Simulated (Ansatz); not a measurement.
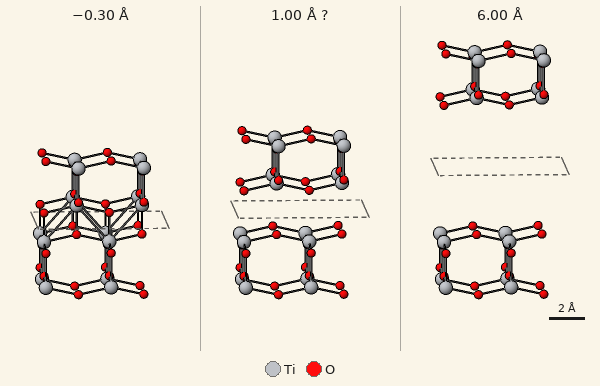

Energy scan for solid TiO2 (I4_1/amd), in which the crystal is pulled apart rigidly along the normal of the (0 0 1) plane of the conventional cell, at a cut between a plane of O below and one of O above, 1.58 Å apart. One cut stands in each cell, which starts 9.7 Å high; nothing is relaxed, and the dashed outline marks the cut. A ball-and-stick model of the layers on both sides of the cut, seen from the side, nearly along the cut plane.

Computed with Ansatz, DFT PBE, scalar-relativistic, plane waves, PAW. Set-up: plane-wave cutoff 420 eV; k-point mesh 7 × 7 × 3; occupations gaussian; smearing width 0.05 eV; no spin polarisation. Energies (free energies at the smearing named) are counted from the relaxed crystal.

```tsv
opening (Å)	ΔE per area (J/m²)
−0.30	1.372
−0.15	0.253
0.00	0.000
0.25	0.326
0.50	0.848
0.75	1.285
1.00	?
1.50	1.935
2.00	2.077
3.00	2.163
4.50	2.183
6.00	2.185
```

Estimate the missing energy from the other rows, and compare with the calculation.

A straight line between the two neighbours gives 1.502 J/m². A cubic through the four nearest rows (0.50, 0.75, 1.50, 2.00) gives, with Lagrange weights, (−0.3333)(0.848) + (1.0667)(1.285) + (0.3333)(1.935) + (−0.0667)(2.077) = 1.594 J/m². The calculation gives 1.594 J/m², so the cubic is right to the digits shown and the straight line 0.092 J/m² too low, as the curve bends downwards here.

The whole profile:

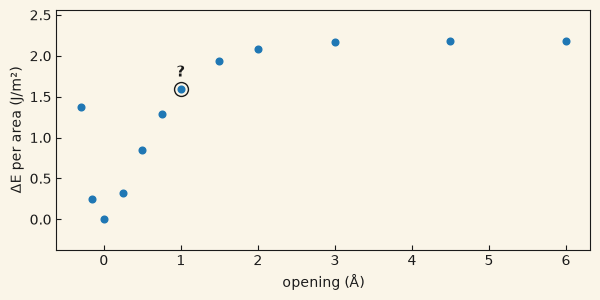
